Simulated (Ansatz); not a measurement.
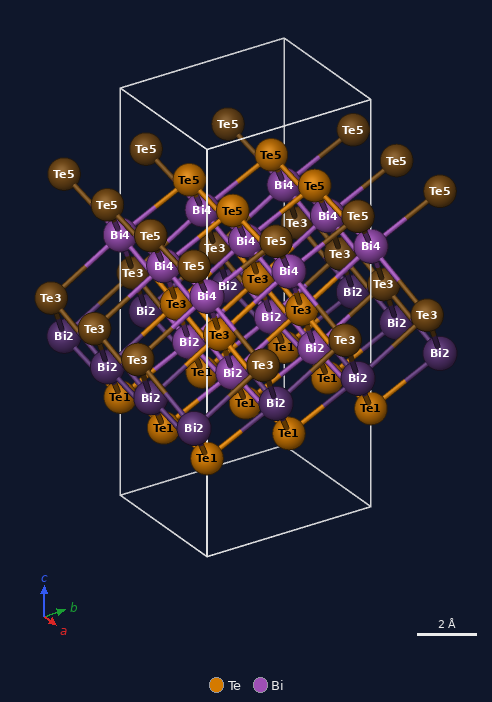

**Figure 1.** The structure as given in the input (ball-and-stick view of the 2 × 2 repeat of the cell, with the vacuum cut short, seen slightly off an axis; neighbours outside the cell are drawn fainter; atoms are numbered from 1 in the order of the input). An atom can appear more than once, as a periodic image.

# Bi2Te3: a failed or faulty run and its cure

System: Bi2Te3 (slab, 5 atoms in the cell).
Method of run A: DFT, PBE, dispersion d3bj, plane waves, PAW (Ansatz 0.2.0).

The structure derives from an entry of the Crystallography Open Database. Text and figures count atoms from 1; the logs count them from 0 in places.

**Input file, run A**
```yaml
crystal:
  lattice:
    - [4.3850380904, 0.0, 0.0]
    - [-2.1925190452, 3.7975543829, 0.0]
    - [0.0, 0.0, 41.0301607706]
  atoms:
    - { symbol: Te, position: [0.0, 0.0, 0.4084200471] }
    - { symbol: Bi, position: [0.3333333333, 0.6666666667, 0.4506539327] }
    - { symbol: Te, position: [0.6666666667, 0.3333333333, 0.5] }
    - { symbol: Bi, position: [0.0, 0.0, 0.5493460673] }
    - { symbol: Te, position: [0.3333333333, 0.6666666667, 0.5915799529] }
  periodic: [true, true, false]
basis:
  ecutwfc: 420
kpoints:
  mp_grid: { grid: [6, 6, 1] }
hamiltonian:
  xc: pbe
  dispersion: d3bj
scf:
  occupations: { method: gaussian, width: 0.02 }
  NELM: 0.3
  max_iter: 100
output:
  forces: true
  eigenvalues: true
  stress: true
relax:
  adjacent_minimum: "off"
  f_tol: 0.005
  max_steps: 80
  cell: { stress_2d_tol: 0.02 }
```

Command:
```bash
ansatz run input.yaml --threads 4 --pin off --max-ram 10240MiB --backend cpu --events-out ev --progress --plain --runs-dir out
```

Hardware: 4 threads of Arm Neoverse V1, 24 GiB of memory available, shared host.

**Output (run A)**
```
Error: YAML parse error: error: line 22 column 3: unknown field `NELM`, expected one of max_iter, algorithm, n_extra_bands, self_checks, convergence, lower_state_search, omitted_lower_state_checks, lower_solution_reach, mixing, occupations, eigensolver, initial_density, exx
  --> <input>:22:3
   |
20 | scf:
21 |   occupations: { method: gaussian, width: 0.02 }
22 |   NELM: 0.3
   |   ^ unknown field `NELM`, expected one of max_iter, algorithm, n_extra_bands, self_checks, convergence, lower_state_search, omitted_lower_state_checks, lower_solution_reach, mixing, occupations, eigensolver, initial_density, exx
23 |   max_iter: 100
24 | output:
   |
```

Q: What should be changed in this input?

A: The input was spoiled on purpose: a keyword of another program (`scf.NELM`). The program refused the input: “YAML parse error: error: line 22 column 3: unknown field `NELM`, expected one of max_iter, algorithm, n_extra_bands, self_checks, convergence, lower_state_search, omitted_lower_state_checks, lower_solution_reach, mixing, occupations, eigensolver, initial_density, exx --> <input>:22:3 | 20 | scf: 21 | occupations: { …”

A run of the same system that converges differs from this input as follows (lines with − go, lines with + come):
```diff
-  NELM: 0.3
-  max_iter: 100
```

**Output, shortened to warnings, some set-up lines, iterations and results (run B)**
```
Basis set: ecut = 420 eV, 13463 PW (Γ), exchange–correlation on 60×60×576 points (8 copies of the dense FFT grid, shifted against one another)
Symmetry: 12 space group operations
k-points: 7 of 36
Initial density: superposition of atomic densities (neutral atoms: chi_scale 0, normalization atom), corrected by the library's trained network
[...]
SCF iter   1: F=—  HF=-45735.884097 eV  |F-HF|=—  |Δ(HF+E_count)|=         —  Δρ=9.69e-4  dr2=8.03e-2  ethr=1.77e-3  ⟨swp⟩=18.7  Hψ=2115  notcnv=0
SCF iter   2: F=—  HF=-45735.906376 eV  |F-HF|=—  |Δ(HF+E_count)|=   2.23e-2  Δρ=1.80e-3  dr2=2.87e-1  ethr=1.03e-4  ⟨swp⟩=5.3  Hψ=819  notcnv=0  defer=11
SCF iter   3: F=—  HF=-45735.877970 eV  |F-HF|=—  |Δ(HF+E_count)|=   2.84e-2  Δρ=2.32e-4  dr2=4.02e-4  ethr=1.03e-4  ⟨swp⟩=4.1  Hψ=486  notcnv=0  defer=11
SCF iter   4: F=—  HF=-45735.878808 eV  |F-HF|=—  |Δ(HF+E_count)|=   8.38e-4  Δρ=1.14e-4  dr2=1.10e-4  ethr=5.15e-7  ⟨swp⟩=4.3  Hψ=832  notcnv=0  defer=11
SCF iter   5: F=—  HF=-45735.878884 eV  |F-HF|=—  |Δ(HF+E_count)|=   7.63e-5  Δρ=4.72e-5  dr2=1.25e-5  ethr=1.41e-7  ⟨swp⟩=2.3  Hψ=578  notcnv=0  defer=11
[... 35 lines ...]
SCF iter   6: F=—  HF=-45735.884118 eV  |F-HF|=—  |Δ(HF+E_count)|=  7.79e-10  Δρ=1.08e-7  dr2=1.97e-10  ethr=2.54e-12  ⟨swp⟩=2.7  Hψ=525  notcnv=0
SCF iter   7: F=—  HF=-45735.884118 eV  |F-HF|=—  |Δ(HF+E_count)|=  7.28e-12  Δρ=2.14e-8  dr2=4.99e-12  ethr=1.00e-12  ⟨swp⟩=1.4  Hψ=365  notcnv=0
SCF iter   8: F=-45735.884118 eV  HF=-45735.884118 eV  |F-HF|=1.89e-10  |Δ(HF+E_count)|=    0.00e0  Δρ=1.06e-8  dr2=1.16e-12  ethr=1.00e-12  ⟨swp⟩=11.9  Hψ=2052  notcnv=0
SCF 5 converged in 8 iterations: F = -45735.884118 eV  dr2 = 1.16e-12
relax step   5: F+E_penalty+E_count = -45735.88411770 eV  Δ(F+E_penalty+E_count) = +4.661e-4 eV  max|allowed force component| = 1.199e-3 eV/Å  Δτ_max = 0.0000 Å  P = +0.004 …
basis re-selected at this cell: Δ(F+E_penalty+E_count) = +4.661e-4 eV, ΔP = +0.000 N/m vs the last step (what re-selecting the basis moved, of the pressure what is left beyond the Pulay correction that the steps carried, after the strain that the cell walked since its last selection, with what the …
SCF converged after 8 iterations
Free energy (F): -45735.884118 eV
Harris-Foulkes:  -45735.884118 eV  (|F-HF|=1.89e-10)
Internal energy: -45735.884118 eV  (E = F + TS)
E sigma→0 (E₀):  -45735.884118 eV
Fermi energy:    -4.855005 eV
--- Per-component energies (eV) ---
  E_band       = -2086.359146
  E_kinetic    = 1143.760179
  E_local      = -243908.708310  (includes V_loc(G=0)·N_el)
  E_nonlocal   = 192.078957
  E_hartree    = 121399.802140
  E_xc         = -675.961714
  E_vxc        = -601.104578  (∫ρ·V_xc dr)
  E_paw        = -35312.784314  (= ΣΔE_a)
  E_vpaw       = -1711.988364  (= ΣTr[D̂ρ^β])
  E_aug_tail   = -0.001417  (compensation charges beyond the density's cutoff)
  E_ewald      = 111427.715635
  E_disp       = -1.785273  (pairwise vdW)
  E_smearing   = -0.000000  (= −TS)
  E_closure    = -0.000000  (closes the sum)
  Σ components = -45735.884118   (vs F -45735.884118, Δ=0.00e0)
--- Forces (eV/Å), atoms counted from 1 ---
  atom   1  Te     0.00000000     0.00000000    -0.00119853
  atom   2  Bi     0.00000000    -0.00000000     0.00100413
  atom   3  Te     0.00000000     0.00000000     0.00000000
  atom   4  Bi    -0.00000000     0.00000000    -0.00100413
  atom   5  Te     0.00000000    -0.00000000     0.00119853
  max |Σ_I F_I| component: 4.63e-18 eV/Å
--- 2D stress c σ (N/m, compression-positive) ---
        0.003668      -0.000000       0.000000
       -0.000000       0.003668      -0.000000
        0.000000      -0.000000       0.000000
  P = ½ c Tr σ = 0.0037 N/m
--- Relaxed structure (4 steps of the walk, 4 accepted, 1 SCFs on fresh bases) ---
  F+E_penalty+E_count = -45735.88411770 eV   max|allowed force component| = 1.199e-3 eV/Å   (the final SCF, on the basis selected at the relaxed cell)
  cell:  # Å, volume = 672.2954 Å³
    - [4.349738430336153, 0.0, -2.1699641054658543e-80]
    - [-2.1748692151680764, 3.766983980488558, 4.157585392529814e-80]
    - [-2.0304037109281635e-79, 3.3197525645630317e-79, 41.0301607706]
  atoms:
[...]
```

**The two runs side by side**

```tsv
quantity	run A	run B
outcome	refused	converged
free energy per atom (eV)	–	−9147.1768
gap on the mesh (eV)	–	1.11
work function (eV)	–	4.86
largest force (eV/Å)	–	0.001
SCF iterations	–	35
irreducible k-points	–	7
```

Notes on run B: Spin–orbit coupling is left out, which matters for Bi.
